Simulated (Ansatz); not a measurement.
## Electronic structure of Ti$_{12}$HN$_{12}$ (slab) in real space

Input

```
crystal:
  lattice:
    - [5.9473589866, 0.0, 0.0]
    - [0.0, 5.9473589866, 0.0]
    - [0.0, 0.0, 21.6533569277]
  atoms:
    - { symbol: Ti, position: [0.25, 0.25, 0.1847288628] }
    - { symbol: Ti, position: [0.25, 0.75, 0.1847288628] }
    - { symbol: Ti, position: [0.75, 0.25, 0.1847288628] }
    - { symbol: Ti, position: [0.75, 0.75, 0.1847288628] }
    - { symbol: "N", position: [0.0, 0.0, 0.1847288628] }
    - { symbol: "N", position: [0.0, 0.5, 0.1847288628] }
    - { symbol: "N", position: [0.5, 0.0, 0.1847288628] }
    - { symbol: "N", position: [0.5, 0.5, 0.1847288628] }
    - { symbol: Ti, position: [0.0, 0.0, 0.2801771125] }
    - { symbol: Ti, position: [0.0, 0.5, 0.2801771125] }
    - { symbol: Ti, position: [0.5, 0.0, 0.2801771125] }
    - { symbol: Ti, position: [0.5, 0.5, 0.2801771125] }
    - { symbol: "N", position: [0.25, 0.25, 0.2786780157] }
    - { symbol: "N", position: [0.25, 0.75, 0.2786780157] }
    - { symbol: "N", position: [0.75, 0.25, 0.2786780157] }
    - { symbol: "N", position: [0.75, 0.75, 0.2786780157] }
    - { symbol: Ti, position: [0.25, 0.25, 0.3715894834] }
    - { symbol: Ti, position: [0.25, 0.75, 0.3715894834] }
    - { symbol: Ti, position: [0.75, 0.25, 0.3715894834] }
    - { symbol: Ti, position: [0.75, 0.75, 0.3715894834] }
    - { symbol: "N", position: [0.0, 0.0, 0.3811583098] }
    - { symbol: "N", position: [0.0, 0.5, 0.3811583098] }
    - { symbol: "N", position: [0.5, 0.0, 0.3811583098] }
    - { symbol: "N", position: [0.5, 0.5, 0.3811583098] }
    - { symbol: H, position: [0.0833333333, 0.1666666667, 0.5104685137] }
basis:
  ecutwfc: 420
kpoints:
  mp_grid: { grid: [5, 5, 1] }
hamiltonian:
  xc: pbe
  pseudopotentials: { kind: paw, azcp: { folder: soft_1 } }
  dispersion: d3bj
scf:
  occupations: { method: gaussian, width: 0.1 }
output:
  forces: true
  eigenvalues: true
  write_density: true
  write_potential: true
  elf: true
  volumetric_format: npy
efield:
  axis: 3
  dipole_correction: true
  ramp_width: 0.04
```

Run with:

```sh
ansatz run input.yaml --threads 4 --pin off --max-ram 12288MiB --backend cpu --events-out ev --progress --plain --runs-dir out
```

A point of a scan over the structure, not its minimum; not relaxed (largest force 1.8 eV/Å); computed without spin polarisation; PAW files of the earlier set (soft_1).

Level of theory: DFT PBE+D3(BJ), scalar-relativistic, plane waves, PAW in Ansatz 0.2.0.

In a PAW calculation such maps are meaningful between the atoms, not at the nuclei.

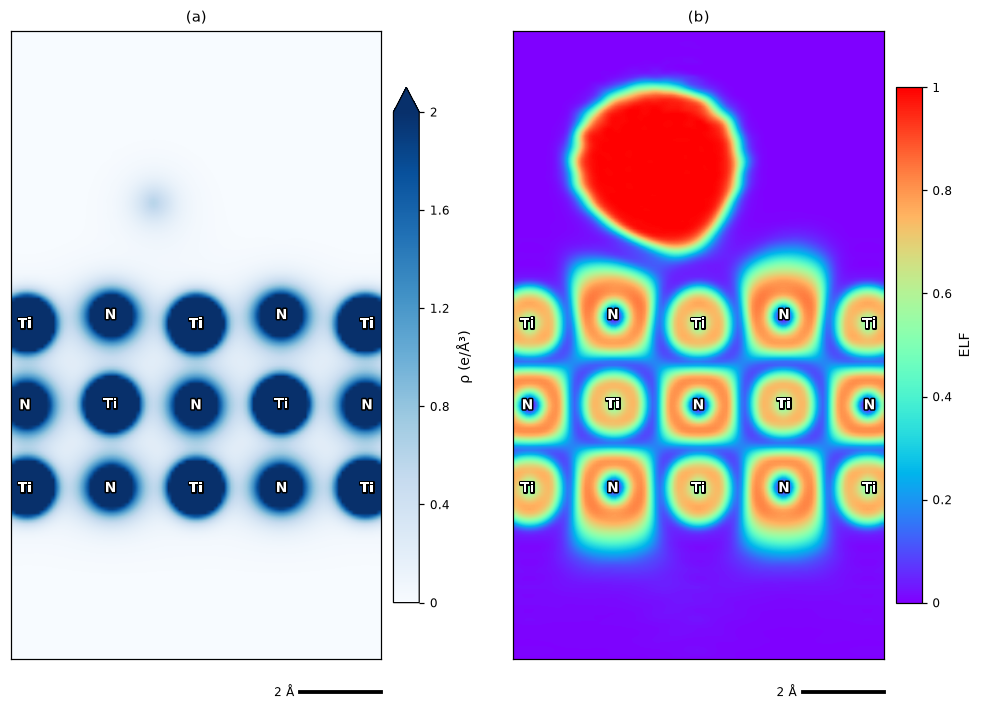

Figure 1. (a) valence pseudo-density; (b) ELF on the (11̄0) plane of the calculation cell, a cut from vacuum to vacuum.

Question: What do the fields say about this system?

Answer: The plane passes through Ti and N nuclei. Atoms just off the plane (H, 0.4 Å away) can leave unmarked features too. Ti–N (2.01 Å): the density is about 0.66 e/Å³ at the midpoint; the ELF peaks at about 0.80 in the valence shell of N, 0.6 Å from its nucleus, and is about 0.20 at the midpoint: no shared electron pair shows on this line. Ti–Ti (2.89 Å): the density is about 0.22 e/Å³ at the midpoint; the ELF is about 0.20 at the midpoint (no localised pair shows between them). Ti–N (2.07 Å): ρ at the midpoint is about 0.59 e/Å³; the ELF peaks at about 0.80 in the valence shell of N, 0.6 Å from its nucleus, and is about 0.20 at the midpoint: no localised pair shows between them. Ti–N (2.11 Å): the density is about 0.54 e/Å³ at the midpoint; the ELF peaks at about 0.80 in the valence shell of N, 0.7 Å from its nucleus, and is about 0.20 at the midpoint; no localised pair shows between them. Ti–N (2.19 Å): the density is about 0.47 e/Å³ at the midpoint; the ELF peaks at about 0.80 in the valence shell of N, 0.7 Å from its nucleus, and is about 0.20 at the midpoint: no shared electron pair shows on this line. The density dies away to nearly zero in the vacuum. The features right at Ti lie inside the PAW spheres, where the map follows smoothed inner orbitals and isn't to be read closely.

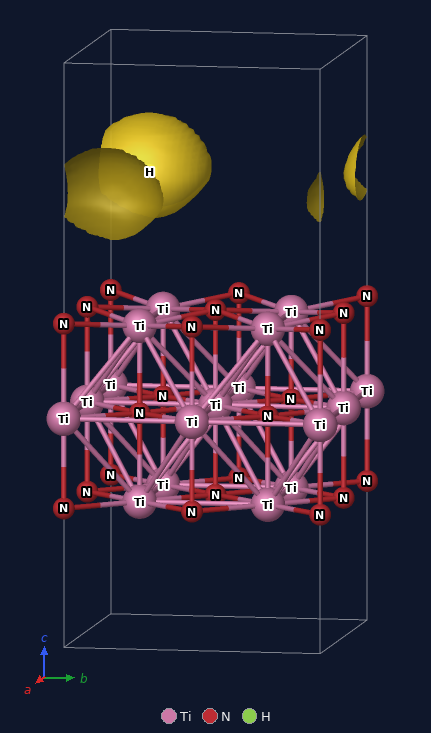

Figure 2. Isosurface of the electron localisation function at 0.9 (yellow), seen slightly off an axis. Core shells and regions of very low density are left out. Sticks mark near contacts.

Question: What do the ELF domains correspond to?

Answer: At this value the surface marks out one region around a hydrogen nucleus, counted in one cell of 25 atoms. Counts are for one cell; the picture repeats the cell along the surface.

Question: Metal or insulator at this level of theory?

Answer: It is gapless in this calculation (a metal or semimetal).
